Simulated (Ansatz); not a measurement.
S: geometry relaxation (part 2 of 2)

S (R-3, 6 atoms in the cell); DFT, PBE-D3(BJ), plane waves, PAW, no spin polarisation (Ansatz 0.2.0); cutoff 420 eV, 6×6×6 k-mesh, Fermi–Dirac smearing of 0.02 eV. The structure derives from a Materials Project entry.

Geometry of the input (Å; fractional positions):
```
5.4239  3.1315  1.4994
-5.4239  3.1315  1.4994
0.0000  -6.2630  1.4994
S  0.2449  0.1408  0.9093
S  0.9093  0.2449  0.1408
S  0.1408  0.9093  0.2449
S  0.7551  0.8592  0.0907
S  0.0907  0.7551  0.8592
S  0.8592  0.0907  0.7551
```

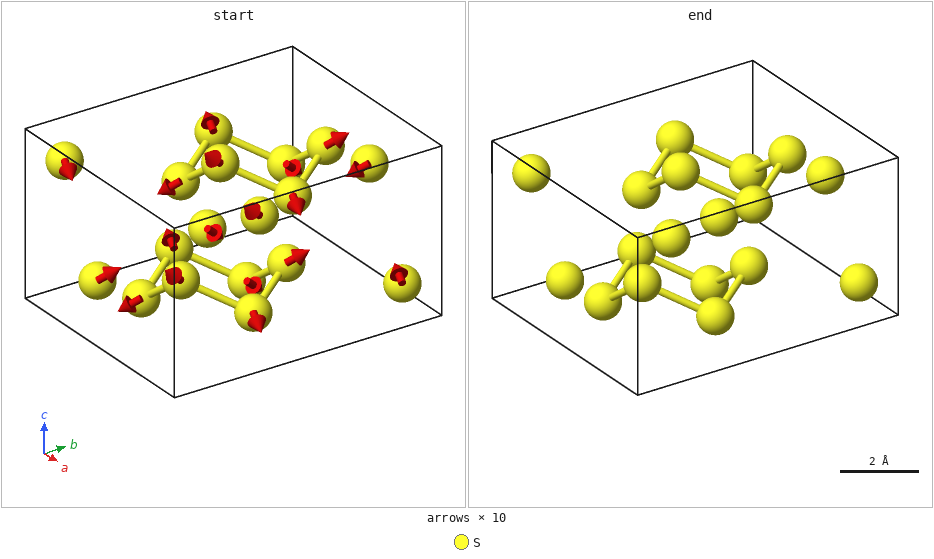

*Before (left) and after (right) the relaxation, at one scale (ball-and-stick view of the cell 3 times as large as that of the calculation, set on its symmetry axes, seen slightly off an axis). The red arrows give the displacements (without the part carried along by the change of the cell), magnified 10 times.*

The largest moves relative to the cell, 0.074 Å, are those of S1, S2, S3, S4, S5 and S6. The volume changes by −11.8 %, with a = b 10.848 → 10.571 Å (−2.6 %), c 4.498 → 4.178 Å (−7.1 %). Among the contacts that change: S1–S5 2.063 → 2.081 Å. The space group stays R-3 (No. 148). The energy falls by 78.4 meV per cell of the calculation in 6 geometry steps. Largest force component: 0.28 eV/Å at the start, 0.0018 eV/Å at the end. The pressure goes from 0.42 to 0.01 GPa. A last SCF at the same geometry on a re-selected plane-wave basis shifts the energy by +0.5 meV per cell of the calculation. (Atoms are counted from 1 in the order of the input.)

```
basis re-selected at this cell: Δ(F+E_penalty+E_count) = +4.694e-4 eV, ΔP = -0.001 GPa vs the last step (what re-selecting the basis moved, of the pressure what is left beyond the Pulay correction that the steps carried, after the strain that the cell walked since its last selection, with what the two solves' SCF thresholds leave and, on support functions, any second-order correction that the steps lacked; it is no measure of the basis error at this ecutwfc). This SCF's stress stands 1.38e-2 GPa from its target on what of the cell is left free (relax.cell.stress_tol is 5.00e-2 GPa) and its largest allowed force component is 1.81e-3 eV/Å (relax.f_tol is 5.00e-3 eV/Å): within both
SCF converged after 4 iterations
Free energy (F): -5413.308800 eV
Harris-Foulkes:  -5413.308800 eV  (|F-HF|=7.28e-12)
Internal energy: -5413.308800 eV  (E = F + TS)
E sigma→0 (E₀):  -5413.308800 eV
Fermi energy:    5.375124 eV
--- Per-component energies (eV) ---
  E_band       = -73.570840
  E_kinetic    = 636.903306
  E_local      = -893.126555  (includes V_loc(G=0)·N_el)
  E_nonlocal   = 174.010177
  E_hartree    = 279.465715
  E_xc         = -579.485882
  E_vxc        = -520.302775  (∫ρ·V_xc dr)
  E_paw        = -3601.614982  (= ΣΔE_a)
  E_vpaw       = -29.986376  (= ΣTr[D̂ρ^β])
  E_aug_tail   = 0.000009  (compensation charges beyond the density's cutoff)
  E_ewald      = -1427.876917
  E_disp       = -1.583669  (pairwise vdW)
  E_smearing   = -0.000000  (= −TS)
  E_closure    = 0.000000  (closes the sum)
  Σ components = -5413.308800   (vs F -5413.308800, Δ=0.00e0)
--- Forces (eV/Å), atoms counted from 1 ---
  atom   1  S      0.00007153     0.00180953     0.00007496
  atom   2  S     -0.00160286    -0.00084282     0.00007496
  atom   3  S      0.00153133    -0.00096671     0.00007496
  atom   4  S     -0.00007153    -0.00180953    -0.00007496
  atom   5  S      0.00160286     0.00084282    -0.00007496
  atom   6  S     -0.00153133     0.00096671    -0.00007496
  max |Σ_I F_I| component: 1.62e-17 eV/Å
--- Stress (GPa, compression-positive) ---
        0.013849      -0.000000       0.000000
        0.000000       0.013849       0.000000
        0.000000       0.000000      -0.000828
  P = ⅓ Tr σ = 0.0090 GPa (0.090 kbar)
--- Band table (eV; the first three rows and the last of 40) ---
  k-point 0: bands = ["-12.3846", "-10.3421", "-10.3421", "-7.3006", "-7.3006", "-4.5623", "-1.9152", "-1.6633", "-0.3243", "-0.3243", "1.4319", "1.4918", "1.4918", "3.1407", "3.4355", "3.4355", "3.5978", "3.5978", "6.6346", "6.6346", "7.7064", "7.7064", "7.9761", "8.0440"]
  k-point 1: bands = ["-12.3206", "-10.3837", "-10.3420", "-7.2894", "-7.2121", "-4.6249", "-1.8198", "-1.6485", "-0.6033", "-0.4374", "1.0413", "1.2589", "1.4418", "3.1185", "3.3082", "3.5932", "3.7526", "3.7990", "6.5823", "6.6384", "7.5111", "7.8961", "7.9554", "8.3718"]
  k-point 2: bands = ["-12.1815", "-10.4726", "-10.3419", "-7.2660", "-7.0282", "-4.7953", "-1.8020", "-1.5475", "-0.7496", "-0.5554", "0.3216", "0.9463", "1.2401", "2.8059", "3.3021", "3.4435", "3.7942", "4.0944", "6.6994", "6.9356", "7.2077", "8.1016", "8.1417", "8.4544"]
  k-point 39: bands = ["-11.9725", "-10.5457", "-10.5457", "-7.2236", "-7.2236", "-4.1154", "-1.9668", "-1.1297", "-1.1297", "-0.2542", "0.4654", "0.6180", "0.6180", "2.7316", "2.7316", "3.0979", "3.0979", "4.4542", "6.4158", "6.4158", "6.9736", "8.4289", "9.2269", "9.2269"]
--- Relaxed structure (7 steps of the walk, 7 accepted, 1 SCFs on fresh bases) ---
  F+E_penalty+E_count = -5413.30879971 eV   max|allowed force component| = 1.810e-3 eV/Å   (the final SCF, on the basis selected at the relaxed cell)
  cell:  # Å, volume = 134.7694 Å³
    - [5.285254690070435, 3.0514432180478974, 1.3927365218752932]
    - [-5.285254690070435, 3.0514432180478974, 1.3927365218752932]
    - [-3.8032671685998335e-18, -6.102886436095795, 1.3927365218752927]
  atoms:
    - { symbol: S, position: [0.26020595842824445, 0.14982684576204602, 0.9127960979246215] }
    - { symbol: S, position: [0.9127960979246212, 0.26020595842824445, 0.14982684576204602] }
    - { symbol: S, position: [0.14982684576204602, 0.9127960979246215, 0.26020595842824457] }
    - { symbol: S, position: [0.7397940415717557, 0.850173154237954, 0.08720390207537865] }
    - { symbol: S, position: [0.08720390207537859, 0.7397940415717554, 0.8501731542379538] }
    - { symbol: S, position: [0.850173154237954, 0.08720390207537843, 0.7397940415717554] }
```

### File rho_z.tsv
```
# z_ang	rho[e/angstrom^3]
# format = ansatz-planar-average/11
# lattice	5.285254690	3.051443218	1.392736522
# lattice	-5.285254690	3.051443218	1.392736522
# lattice	-0.000000000	-6.102886436	1.392736522
# sites	6
# site	16	0.583381723	-4.319499105	1.842352124
# site	16	3.449105095	2.664972945	1.842352124
# site	16	-4.032486818	1.654526161	1.842352124
# site	16	-0.583381723	4.319499105	2.335857441
# site	16	-3.449105095	-2.664972945	2.335857441
# site	16	4.032486818	-1.654526161	2.335857441
0.000000	4.007512e-1
0.139106	3.984573e-1
0.278213	3.921306e-1
0.417319	3.831954e-1
0.556426	3.733304e-1
0.695532	3.637668e-1
0.834638	3.548368e-1
0.973745	3.459618e-1
1.112851	3.360299e-1
1.251957	3.239437e-1
1.391064	3.090850e-1
1.530170	2.915103e-1
1.669277	2.718358e-1
1.808383	2.509299e-1
1.947489	2.296058e-1
2.086596	2.084549e-1
2.225702	1.878638e-1
2.364809	1.681741e-1
2.503915	1.498678e-1
2.643021	1.336474e-1
2.782128	1.203725e-1
2.921234	1.109116e-1
3.060340	1.059776e-1
3.199447	1.059776e-1
3.338553	1.109116e-1
3.477660	1.203725e-1
3.616766	1.336474e-1
3.755872	1.498678e-1
3.894979	1.681741e-1
4.034085	1.878638e-1
4.173192	2.084549e-1
4.312298	2.296058e-1
4.451404	2.509299e-1
4.590511	2.718358e-1
4.729617	2.915103e-1
4.868724	3.090850e-1
5.007830	3.239437e-1
5.146936	3.360299e-1
5.286043	3.459618e-1
5.425149	3.548368e-1
5.564255	3.637668e-1
5.703362	3.733304e-1
5.842468	3.831954e-1
5.981575	3.921306e-1
6.120681	3.984573e-1
```

### File v_z.tsv
```
# z_ang	v_es[eV]	v_tot[eV]
# format = ansatz-planar-average/11
# xc	pbe
# density_cutoff_ev	1680
# datasets	S=:simpson_from_first_knot:soft
# lattice	5.285254690	3.051443218	1.392736522
# lattice	-5.285254690	3.051443218	1.392736522
# lattice	-0.000000000	-6.102886436	1.392736522
# sites	6
# site	16	0.583381723	-4.319499105	1.842352124
# site	16	3.449105095	2.664972945	1.842352124
# site	16	-4.032486818	1.654526161	1.842352124
# site	16	-0.583381723	4.319499105	2.335857441
# site	16	-3.449105095	-2.664972945	2.335857441
# site	16	4.032486818	-1.654526161	2.335857441
0.000000	-8.199728e-1	-1.177051e1
0.139106	-7.668003e-1	-1.171485e1
0.278213	-6.329602e-1	-1.157214e1
0.417319	-4.703485e-1	-1.138349e1
0.556426	-3.217850e-1	-1.117034e1
0.695532	-1.978598e-1	-1.092976e1
0.834638	-7.288268e-2	-1.064296e1
0.973745	9.460071e-2	-1.028244e1
1.112851	3.500153e-1	-9.808055e0
1.251957	7.282571e-1	-9.185205e0
1.391064	1.238401e0	-8.407745e0
1.530170	1.867849e0	-7.491213e0
1.669277	2.586150e0	-6.468398e0
1.808383	3.348956e0	-5.391359e0
1.947489	4.108822e0	-4.317680e0
2.086596	4.829630e0	-3.286116e0
2.225702	5.498344e0	-2.309978e0
2.364809	6.117263e0	-1.401280e0
2.503915	6.686225e0	-5.863806e-1
2.643021	7.196894e0	1.114359e-1
2.782128	7.623755e0	6.734893e-1
2.921234	7.930606e0	1.075028e0
3.060340	8.091496e0	1.288039e0
3.199447	8.091496e0	1.288039e0
3.338553	7.930606e0	1.075028e0
3.477660	7.623755e0	6.734893e-1
3.616766	7.196894e0	1.114359e-1
3.755872	6.686225e0	-5.863806e-1
3.894979	6.117263e0	-1.401280e0
4.034085	5.498344e0	-2.309978e0
4.173192	4.829630e0	-3.286116e0
4.312298	4.108822e0	-4.317680e0
4.451404	3.348956e0	-5.391359e0
4.590511	2.586150e0	-6.468398e0
4.729617	1.867849e0	-7.491213e0
4.868724	1.238401e0	-8.407745e0
5.007830	7.282571e-1	-9.185205e0
5.146936	3.500153e-1	-9.808055e0
5.286043	9.460071e-2	-1.028244e1
5.425149	-7.288268e-2	-1.064296e1
5.564255	-1.978598e-1	-1.092976e1
5.703362	-3.217850e-1	-1.117034e1
5.842468	-4.703485e-1	-1.138349e1
5.981575	-6.329602e-1	-1.157214e1
6.120681	-7.668003e-1	-1.171485e1
```

### Trajectory as extended XYZ (Å, eV, eV/Å), 8 frames, from step=1 to step=8
```
6
Lattice="5.4239 3.1315 1.4994 -5.4239 3.1315 1.4994 0.0000 -6.2630 1.4994" Properties=species:S:1:pos:R:3:forces:R:3 step=1 energy=-5413.23085 pressure_GPa=0.42
S     0.5649   -4.4874    1.9417    0.0920   0.2678   0.2462
S     3.6037    2.7329    1.9417   -0.2779  -0.0542   0.2462
S    -4.1686    1.7545    1.9417    0.1859  -0.2136   0.2462
S    -0.5649    4.4874    2.5564   -0.0920  -0.2678  -0.2462
S    -3.6037   -2.7329    2.5564    0.2779   0.0542  -0.2462
S     4.1686   -1.7545    2.5564   -0.1859   0.2136  -0.2462
6
Lattice="5.2604 3.0371 1.4564 -5.2604 3.0371 1.4564 0.0000 -6.0742 1.4564" Properties=species:S:1:pos:R:3:forces:R:3 step=2 energy=-5413.29611 pressure_GPa=0.14
S     0.5737   -4.2866    1.8997    0.0176   0.0344   0.1381
S     3.4255    2.6402    1.8997   -0.0386  -0.0020   0.1381
S    -3.9992    1.6465    1.8997    0.0210  -0.0325   0.1381
S    -0.5737    4.2866    2.4694   -0.0176  -0.0344  -0.1381
S    -3.4255   -2.6402    2.4694    0.0386   0.0020  -0.1381
S     3.9992   -1.6465    2.4694   -0.0210   0.0325  -0.1381
6
Lattice="5.2326 3.0210 1.4235 -5.2326 3.0210 1.4235 0.0000 -6.0421 1.4235" Properties=species:S:1:pos:R:3:forces:R:3 step=3 energy=-5413.30360 pressure_GPa=0.18
S     0.5766   -4.2651    1.8816    0.0096   0.0359  -0.0572
S     3.4054    2.6319    1.8816   -0.0359  -0.0097  -0.0572
S    -3.9820    1.6332    1.8816    0.0263  -0.0263  -0.0572
S    -0.5766    4.2651    2.3888   -0.0096  -0.0359   0.0572
S    -3.4054   -2.6319    2.3888    0.0359   0.0097   0.0572
S     3.9820   -1.6332    2.3888   -0.0263   0.0263   0.0572
6
Lattice="5.2600 3.0368 1.4137 -5.2600 3.0368 1.4137 0.0000 -6.0737 1.4137" Properties=species:S:1:pos:R:3:forces:R:3 step=4 energy=-5413.30760 pressure_GPa=-0.07
S     0.5782   -4.2903    1.8669    0.0003  -0.0104  -0.0340
S     3.4264    2.6459    1.8669    0.0089   0.0054  -0.0340
S    -4.0046    1.6444    1.8669   -0.0091   0.0050  -0.0340
S    -0.5782    4.2903    2.3743   -0.0003   0.0104   0.0340
S    -3.4264   -2.6459    2.3743   -0.0089  -0.0054   0.0340
S     4.0046   -1.6444    2.3743    0.0091  -0.0050   0.0340
6
Lattice="5.2810 3.0490 1.3964 -5.2810 3.0490 1.3964 0.0000 -6.0979 1.3964" Properties=species:S:1:pos:R:3:forces:R:3 step=5 energy=-5413.30913 pressure_GPa=-0.09
S     0.5818   -4.3126    1.8462   -0.0033  -0.0192  -0.0102
S     3.4440    2.6601    1.8462    0.0183   0.0067  -0.0102
S    -4.0257    1.6525    1.8462   -0.0150   0.0124  -0.0102
S    -0.5818    4.3126    2.3431    0.0033   0.0192   0.0102
S    -3.4440   -2.6601    2.3431   -0.0183  -0.0067   0.0102
S     4.0257   -1.6525    2.3431    0.0150  -0.0124   0.0102
6
Lattice="5.2872 3.0526 1.3927 -5.2872 3.0526 1.3927 0.0000 -6.1052 1.3927" Properties=species:S:1:pos:R:3:forces:R:3 step=6 energy=-5413.30926 pressure_GPa=-0.04
S     0.5829   -4.3210    1.8422   -0.0009  -0.0056  -0.0033
S     3.4506    2.6653    1.8422    0.0053   0.0020  -0.0033
S    -4.0335    1.6557    1.8422   -0.0044   0.0036  -0.0033
S    -0.5829    4.3210    2.3360    0.0009   0.0056   0.0033
S    -3.4506   -2.6653    2.3360   -0.0053  -0.0020   0.0033
S     4.0335   -1.6557    2.3360    0.0044  -0.0036   0.0033
6
Lattice="5.2853 3.0514 1.3927 -5.2853 3.0514 1.3927 0.0000 -6.1029 1.3927" Properties=species:S:1:pos:R:3:forces:R:3 step=7 energy=-5413.30927 pressure_GPa=0.01
S     0.5834   -4.3195    1.8424    0.0000   0.0017   0.0000
S     3.4491    2.6650    1.8424   -0.0015  -0.0008   0.0000
S    -4.0325    1.6545    1.8424    0.0015  -0.0009   0.0000
S    -0.5834    4.3195    2.3359    0.0000  -0.0017   0.0000
S    -3.4491   -2.6650    2.3359    0.0015   0.0008   0.0000
S     4.0325   -1.6545    2.3359   -0.0015   0.0009   0.0000
6
Lattice="5.2853 3.0514 1.3927 -5.2853 3.0514 1.3927 0.0000 -6.1029 1.3927" Properties=species:S:1:pos:R:3:forces:R:3 step=8 energy=-5413.30880 pressure_GPa=0.01
S     0.5834   -4.3195    1.8424    0.0001   0.0018   0.0001
S     3.4491    2.6650    1.8424   -0.0016  -0.0008   0.0001
S    -4.0325    1.6545    1.8424    0.0015  -0.0010   0.0001
S    -0.5834    4.3195    2.3359   -0.0001  -0.0018  -0.0001
S    -3.4491   -2.6650    2.3359    0.0016   0.0008  -0.0001
S     4.0325   -1.6545    2.3359   -0.0015   0.0010  -0.0001
```

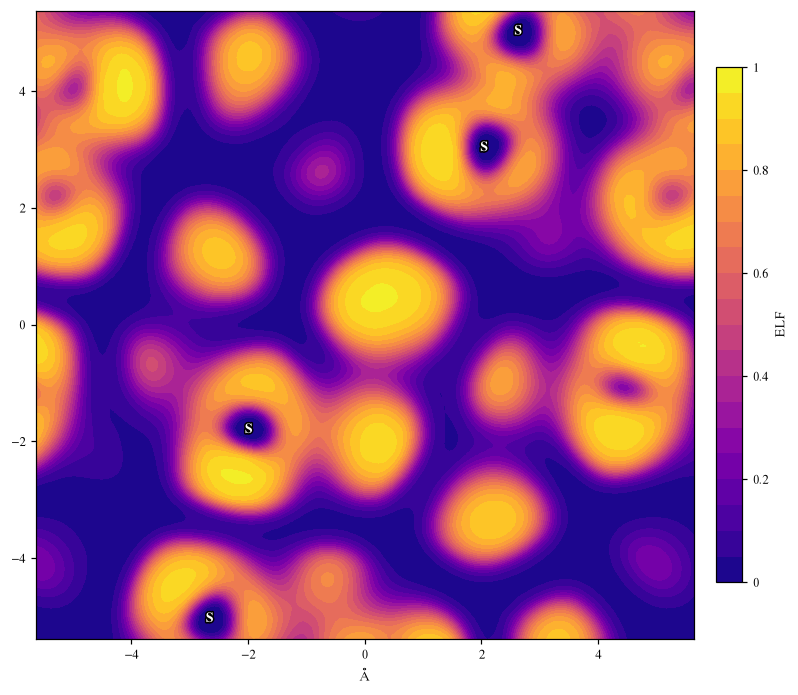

*ELF on the (011) plane of the conventional cell.*

Atoms in the plane: S. In a PAW calculation such maps are meaningful between the atoms, not at the nuclei.

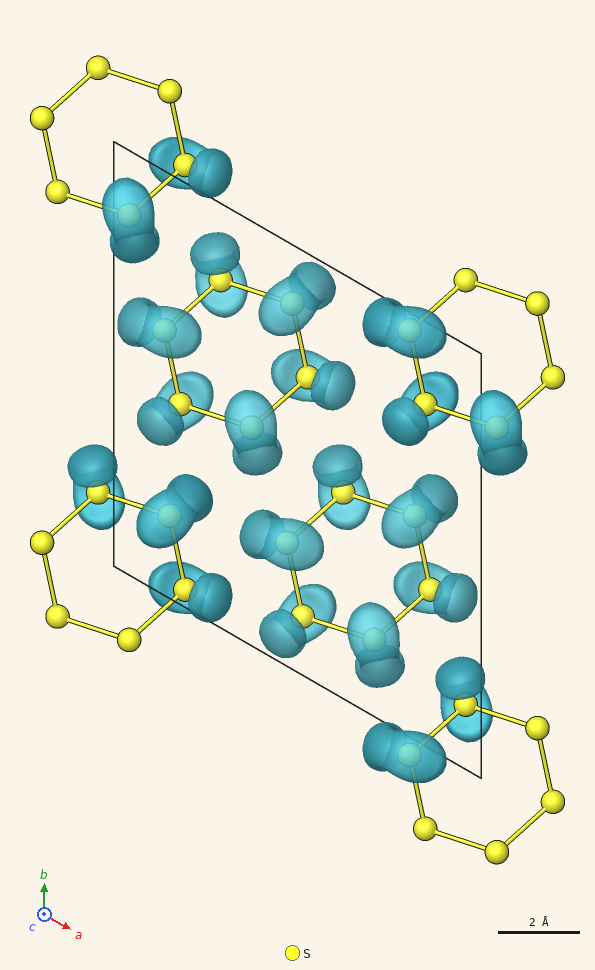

*Isosurface of the ELF at 0.85 (cyan), seen along the c axis. Only the valence region is drawn (cores and ρ < 0.01 e/Å³ removed). Sticks mark near contacts. The outline is the cell set on symmetry axes.*

Values along the shortest contacts:

### Summary

```json
{"quantity": "outcome", "value": "converged"}
{"quantity": "space group (tolerance 0.01 Å)", "value": "R-3 (148)"}
{"quantity": "electrons treated", "value": "36"}
{"quantity": "free energy", "value": "−5413.3088 eV"}
{"quantity": "Fermi energy", "value": "5.375 eV"}
{"quantity": "gap on the k-point mesh", "value": "1.87 eV"}
{"quantity": "pressure", "value": "0.01 GPa"}
{"quantity": "final volume", "value": "134.77 Å³"}
{"quantity": "largest force (length of the vector) at the end", "value": "0.002 eV/Å"}
{"quantity": "final cell", "value": "a = 6.260 Å, b = 6.260 Å, c = 6.260 Å, α = 115.20°, β = 115.20°, γ = 115.20°"}
{"quantity": "wall time", "value": "12 s (CPU time 45 s)"}
{"quantity": "peak memory", "value": "0.56 GiB"}
```
